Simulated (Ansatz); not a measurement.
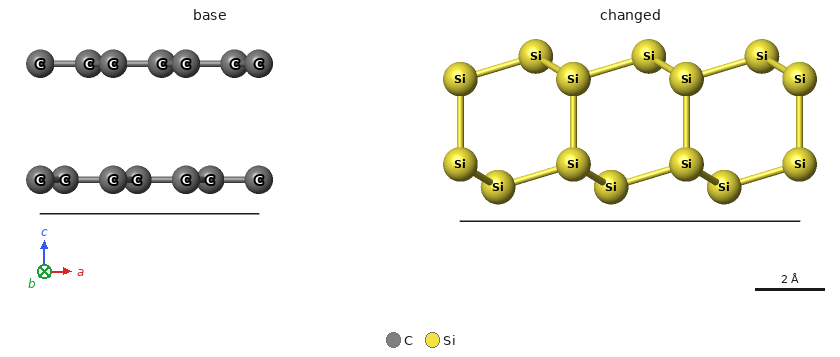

Left: a crystal of C (set up in P-3m1). Right: the same structure after one change, at the same scale. A ball-and-stick model of the 3 × 3 repeat of the cell, outlined in the plane, without the vacuum, seen along the b axis.

All numbers below come from DFT PBE+D3(BJ), scalar-relativistic, plane waves, PAW (Ansatz 0.2.0). (plane-wave cutoff 420 eV; occupations gaussian; smearing width 0.1 eV; no spin polarisation) The k-mesh is chosen for each cell (18×18×2, 12×12×2).

Question: What was changed?

Answer: Every carbon atom is replaced by silicon, which gives Si. Cell and atoms are relaxed again (to zero pressure within 0.1 GPa, forces under 0.01 eV/Å).

Question: What does the change do?

Answer: The volume per atom goes from 31.48 to 89.15 Å³. Both are metals. In the plane the drawn cell goes a 7.396 → 11.487 Å (+55.3 %), b 7.396 → 11.487 Å (+55.3 %). The space group stays P-3m1 (No. 164).
